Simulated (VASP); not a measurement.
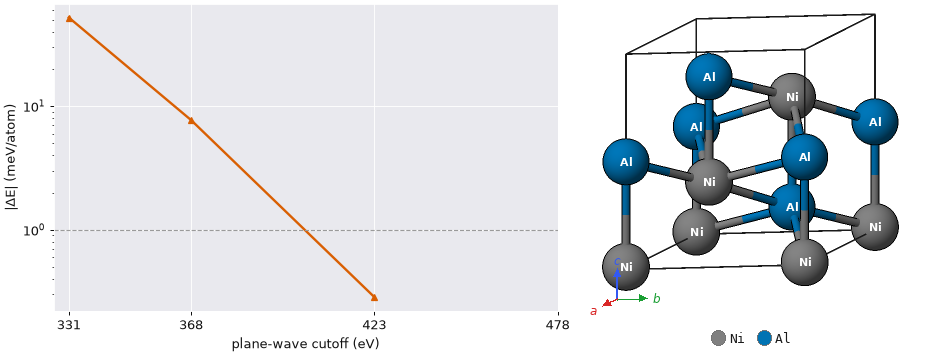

Beside the plot: the structure in its conventional cell.

Scan of the plane-wave cutoff (density cutoff scaled with it).
System: AlNi (R3m, 2 atoms in the cell).
Method: HSE06, plane waves, standard recommended PAW potentials in VASP 6.6.1; 4×4×4 k-mesh, Fermi–Dirac smearing of 0.1 eV, no spin polarisation.
ΔE is the free energy less its value at the largest setting, 478.4 eV.
Dashed lines or grey bands mark the tolerance: 1 meV/atom.
The atoms sit off their equilibrium sites.

From which setting is the free energy converged to 1 meV/atom?

Answer. The free energy is within 1 meV/atom of the largest setting's value from 423.2 eV on. It is off by 52 meV/atom at 331.2 eV and 7.7 meV/atom at 368 eV (always above it). The smaller bases give higher energies, which fall towards the limit as the basis grows.
